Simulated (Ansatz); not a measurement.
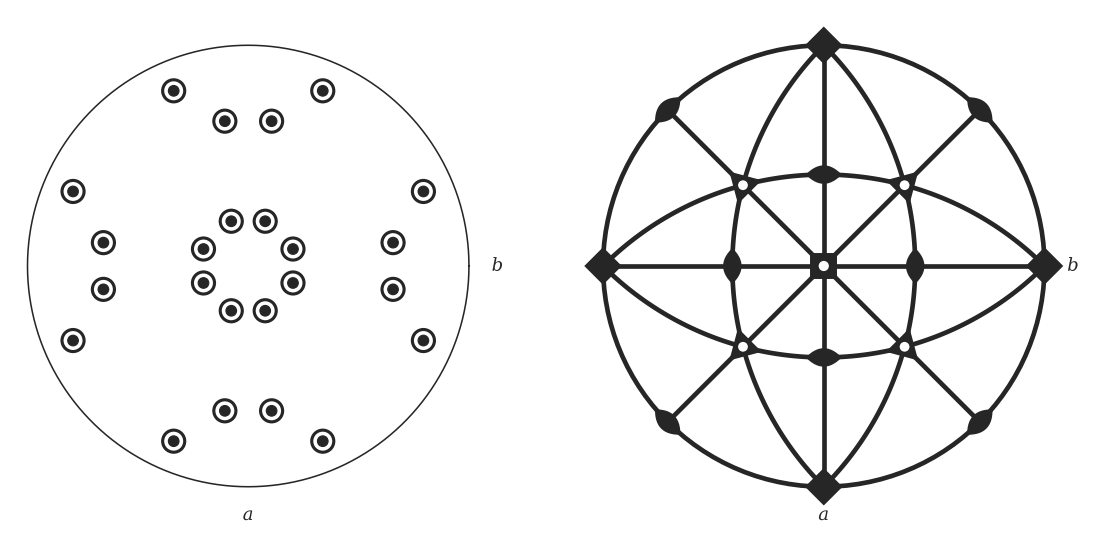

Stereographic projection: filled dots lie in the upper hemisphere, open rings in the lower; heavy lines are mirror planes (a heavy rim: a mirror in the plane of the page); lens, triangle, square and hexagon are 2-, 3-, 4- and 6-fold axes, a lens in an open square is −4, a triangle in an open hexagon −6; thin dashed diameters join the ends of axes that lie in the page; a small open circle marks inversion. The c axis points at the viewer. Left: one general form; right: the symmetry elements. Computed from the symmetry operations of a computed or model structure of composition SbPt, which need not be its known form.

Q: Identify the point group and its elements.

A: m-3m (Oh), order 48, cubic system: three fourfold axes, four threefold axes, six twofold axes, nine mirror planes, an inversion centre.

Q: Which physical properties does it allow?

A: It is centrosymmetric, so neither piezoelectric nor pyroelectric; it is not chiral.
